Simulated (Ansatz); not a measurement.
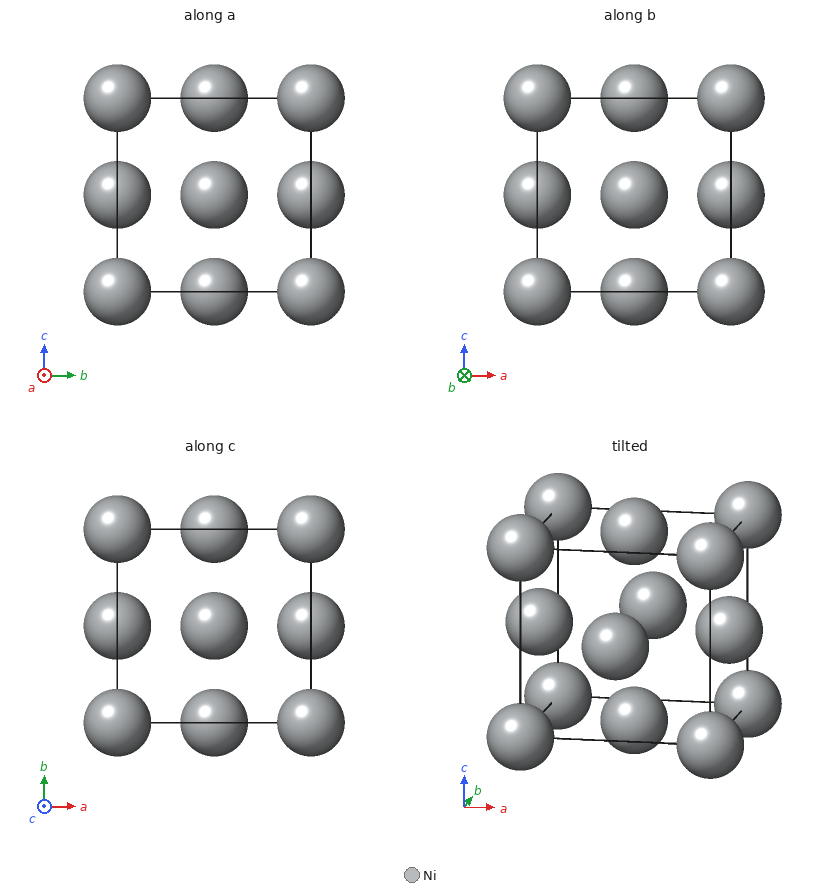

Structure drawing (spheres-only), viewed along the a axis, along the b axis, along the c axis and slightly off an axis. Atoms at the boundary of the conventional unit cell (the box) are drawn once for each face, edge or corner they touch.

Lattice parameters: a = 3.5116 Å, b = 3.5116 Å, c = 3.5116 Å, α = 90.000°, β = 90.000°, γ = 90.000°.

Reconstruct the structure as a CIF in P1 with every atom of the cell.

```cif
data_structure
_symmetry_space_group_name_H-M 'P 1'
_symmetry_Int_Tables_number 1
_cell_length_a 3.5116
_cell_length_b 3.5116
_cell_length_c 3.5116
_cell_angle_alpha 90.000
_cell_angle_beta 90.000
_cell_angle_gamma 90.000
_cell_volume 43.30
loop_
_atom_site_label
_atom_site_type_symbol
_atom_site_fract_x
_atom_site_fract_y
_atom_site_fract_z
_atom_site_occupancy
Ni1 Ni 0.0000 0.5000 0.5000 1
Ni2 Ni 0.0000 0.0000 0.0000 1
Ni3 Ni 0.5000 0.5000 0.0000 1
Ni4 Ni 0.5000 0.0000 0.5000 1
```

The structure was taken from a structure type filled with this element by a generator (whether the element takes this form wasn't checked). Atoms and cell were optimised with DFT PBE, scalar-relativistic, plane waves, PAW (Ansatz 0.2.0).
